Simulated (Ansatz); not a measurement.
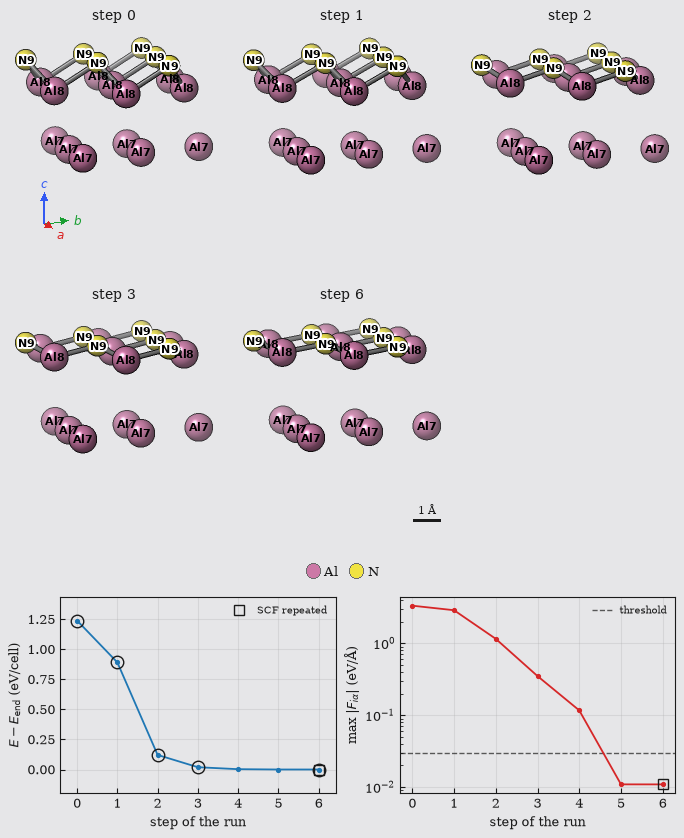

Frames of a constrained relaxation of a slab of composition Al$_{8}$N (cut from the P6_3/mmc phase), marked on the history of the run. A ball-and-stick model of the atoms within 4.2 Å of the atom that moves most (axes of the 3 × 3 repeat of the cell, outlined in the plane, without the vacuum), seen slightly off an axis.

Case: N put at a hollow Al-Al-Al site. The slab is the (0 0 1) face of Al with N on it. 4 atoms are held fixed.

Method: Ansatz 0.2.0, DFT PBEsol, scalar-relativistic, plane waves, PAW. Set-up: plane-wave cutoff 420 eV; k-point mesh 12 × 12 × 1; occupations gaussian; smearing width 0.1 eV; no spin polarisation; dipole correction; atoms relaxed in a fixed cell; force threshold 0.03 eV/Å; at most 70 steps.

What happens along the run?

Answer. The atom that moves furthest is Al8 (0.65 Å along the normal (+c)). Largest moves by element: Al 0.65 Å, N 0.07 Å. The lattice vectors keep their values. Among the contacts that change: Al8–N9 1.929 → 1.663 Å. Bond angles that change, for instance: N9–Al8–N9 94.6° → 117.0°, Al8–N9–Al8 94.6° → 117.0°. The energy falls by 1.238 eV per cell of the calculation in 5 accepted moves (6 points after the start). Largest force component: 3.3 eV/Å at the start, 0.011 eV/Å at the end. 1 step only repeated the SCF at the same geometry. From step 0 to 1: Al8 moves most (0.09 Å), energy −0.348 eV per cell of the calculation. From step 1 to 2: Al8 moves most (0.19 Å), energy −0.769 eV per cell of the calculation. From step 2 to 3: Al8 moves most (0.19 Å), energy −0.102 eV per cell of the calculation. From step 3 to 6: Al8 moves most (0.17 Å), energy −19.1 meV per cell of the calculation.

Limits of the set-up: the cell has an odd number of electrons but was run without spin polarisation; the periodic images lie only 2.8 Å apart, so the values are limited by the cell's size.
